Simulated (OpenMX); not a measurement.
# A series of single points on Be₂C

System: Be₂C (Fm-3m, 3 atoms in the cell).
Method: Kohn-Sham DFT of a periodic cell, PBE, OpenMX 2013 PBE set, no spin polarisation (OpenMX 3.8.5).

The 7 runs differ only in the geometry, by an even scaling of the cell at fixed fractional positions. The structure derives from an entry of the Crystallography Open Database.

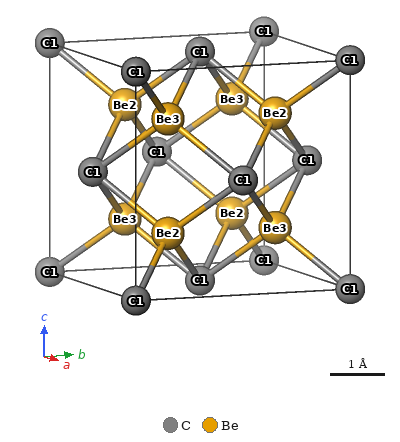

Figure 1. The structure of run 4 (ball-and-stick view of the cell 4 times as large as that of the calculation, set on its symmetry axes, seen slightly off an axis; atoms are numbered from 1 in the order of the input). An atom can appear more than once, as a periodic image.

## Input of run 4
```
System.CurrrentDirectory             ./
System.Name                          Be2C
DATA.PATH                            ./DFT_DATA13
level.of.stdout                      1
level.of.fileout                     0
Species.Number                       2
<Definition.of.Atomic.Species
  C   C6.0-s2p2d1            C_PBE13
  Be  Be7.0-s2p2             Be_PBE13
Definition.of.Atomic.Species>

Atoms.Number                         3
Atoms.SpeciesAndCoordinates.Unit     FRAC
<Atoms.SpeciesAndCoordinates
    1  C     0.0000000000    0.0000000000    0.0000000000   2.000  2.000
    2  Be    0.7500000000    0.7500000000    0.7500000000   1.000  1.000
    3  Be    0.2500000000    0.2500000000    0.2500000000   1.000  1.000
Atoms.SpeciesAndCoordinates>

Atoms.UnitVectors.Unit               Ang
<Atoms.UnitVectors
     0.0000000000    2.1650000000    2.1650000000
     2.1650000000    0.0000000000    2.1650000000
     2.1650000000    2.1650000000    0.0000000000
Atoms.UnitVectors>

scf.XcType                           GGA-PBE
scf.SpinPolarization                 off
scf.ElectronicTemperature            580.226
scf.energycutoff                     300.0
scf.maxIter                          100
scf.EigenvalueSolver                 band
scf.Kgrid                            11 11 11
scf.Mixing.Type                      rmm-diisk
scf.Init.Mixing.Weight               0.05
scf.Min.Mixing.Weight                0.001
scf.Max.Mixing.Weight                0.3
scf.Mixing.History                   25
scf.Mixing.StartPulay                8
scf.criterion                        1.0e-8
scf.stress.tensor                    on
MD.Type                              nomd
```

Command:
```bash
openmx Be2C.dat -nt 1 > Be2C.std
```

Run 6 has the same physical settings and fractional positions; its lattice vectors (Å) are:
```
   0.000000    2.193490    2.193490
   2.193490    0.000000    2.193490
   2.193490    2.193490    0.000000
```

## Results, with one run withheld

| run | volume per atom (Å³) | free energy per atom, from the lowest run given (meV) | gap on the mesh (eV) |
| --- | --- | --- | --- |
| 1 | 6.359 | 15.81 | 2.09 |
| 2 | 6.495 | 6.61 | 2.05 |
| 3 | 6.630 | 1.44 | 2.00 |
| 4 | 6.765 | 0.00 | 1.95 |
| 5 | 6.901 | 1.96 | 1.90 |
| 6 | 7.036 | ? | ? |
| 7 | 7.171 | 14.72 | 1.82 |

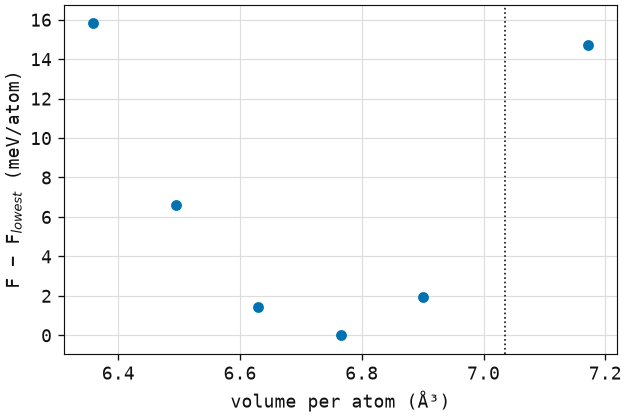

Figure 2. Free energy per atom of the runs given; the dotted line marks run 6.

Estimate the energy of run 6 from the others.

A cubic polynomial in V^(−2/3) (the Birch–Murnaghan form), fitted to the 6 runs given, misses them by at most 0.03 meV per atom. With x = V^(−2/3) − 0.28105 Å⁻², it reads F = 0.16645 + 284.2 x + 1.2107e+05 x² − 97101 x³ (meV per atom). At run 6 it gives 6.93 meV per atom, and the run itself gives 6.95. The fit has its minimum at 6.754 Å³ per atom, where V d²F/dV² gives 201 GPa: the bulk modulus at this level, since symmetry fixes the shape and the positions. The gap on the mesh goes, without turning, from 2.09 eV in run 1 to 1.82 eV in run 7; run 6 has 1.86 eV. These are gaps of this functional on this mesh, which can miss the band edges; they aren't the measured gap.

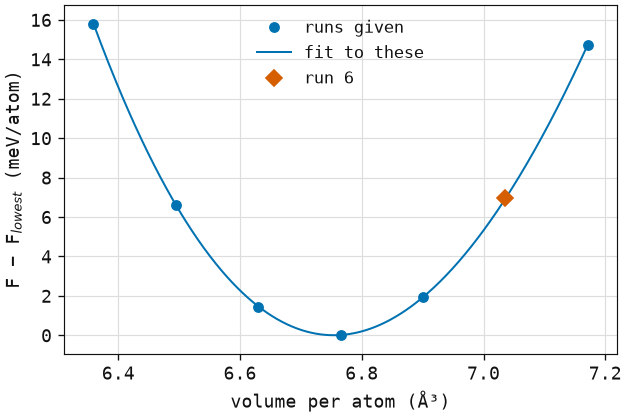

Figure 3. The fit and the withheld run.

## Some lines of the output (run 6)
```
[...]
  Cell_Volume =    142.440518002017 (Bohr^3)
        Total energy (Hartree) at MD = 1
   kloop=0
   kloop=1
   kloop=665
```

Notes: With a small basis of atomic orbitals these values can differ much from converged plane-wave results.
